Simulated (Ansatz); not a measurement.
# Li: what the fields show

Input

```
crystal:
  lattice:
    - [1.4773821966, 0.8529670089, 7.2475281661]
    - [-1.4773821966, 0.8529670089, 7.2475281661]
    - [0.0, -1.7059340178, 7.2475281661]
  atoms:
    - { symbol: Li, position: [0.0, 0.0, 0.0] }
    - { symbol: Li, position: [0.2222465776, 0.2222465776, 0.2222465776] }
    - { symbol: Li, position: [0.7777534224, 0.7777534224, 0.7777534224] }
basis:
  ecutwfc: 420
kpoints:
  mp_grid: { grid: [18, 18, 18] }
hamiltonian:
  xc: pbe
  dispersion: d3bj
scf:
  occupations: { method: gaussian, width: 0.1 }
output:
  forces: true
  stress: true
  eigenvalues: true
  write_density: true
  write_potential: true
  elf: true
  volumetric_format: npy
relax:
  adjacent_minimum: "off"
  f_tol: 0.005
  max_steps: 80
  cell: { stress_tol: 0.05 }
```

Run with:

```sh
ansatz run input.yaml --threads 1 --pin off --max-ram 2560MiB --backend cpu --events-out ev --progress --plain --runs-dir out
```

Below, planes, directions and counts refer to the conventional cell (a = 2.95 Å, b = 2.95 Å, c = 21.79 Å, α = 90.00°, β = 90.00°, γ = 120.00°).

The fields are those of the relaxed geometry.

Space group R-3m; computed without spin polarisation.

Theory: DFT PBE+D3(BJ), scalar-relativistic, plane waves, PAW in Ansatz.

In a PAW calculation such maps are meaningful between the atoms, not at the nuclei.

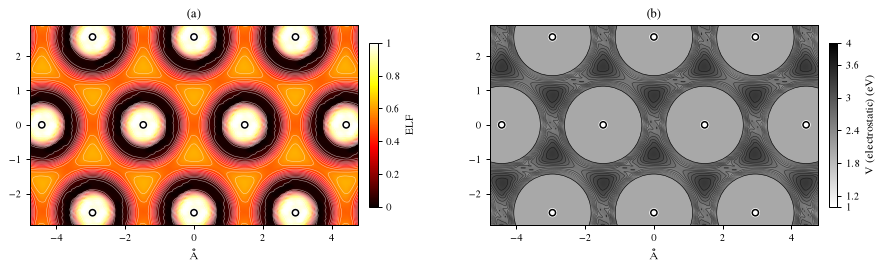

Figure 1. (a) ELF; (b) electrostatic potential (local pseudopotential plus Hartree) felt by an electron on the (001) plane of the conventional cell. Circles mark the nuclei in the plane (Li). Grey discs cover the atomic cores in the potential map.

> What does the map show?

The plane passes through Li nuclei. Li–Li (2.95 Å): the ELF reaches about 0.50 near the midpoint. The features right at Li lie inside the PAW spheres, where the map follows smoothed inner orbitals and isn't to be read closely. Outside the cores the potential energy rises away from the atoms and is highest about 1.7 Å from the nearest atoms; its zero is arbitrary.

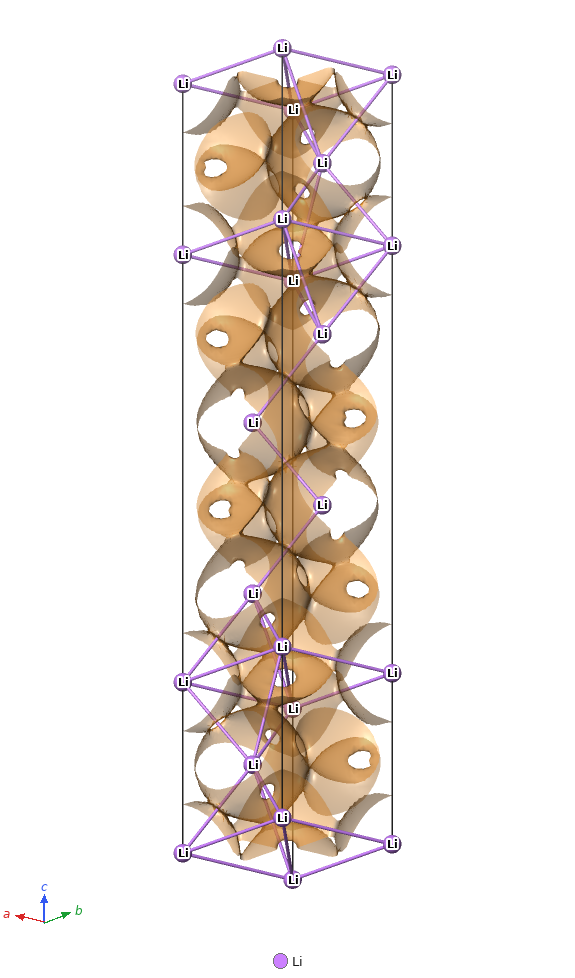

Figure 2. Isosurface of the ELF at 0.55 (orange), seen at an oblique angle. Core shells and regions of very low density are left out. Sticks mark near contacts.

> What do the ELF domains correspond to?

At this value the surface marks out one network that runs through the whole crystal, counted in one cell of 9 atoms. Regions shared between cells count once. There are no localised bonds or lone pairs at this value.

> Does the calculation give a band gap?

It is metallic or semimetallic at this level of theory: no gap opens.
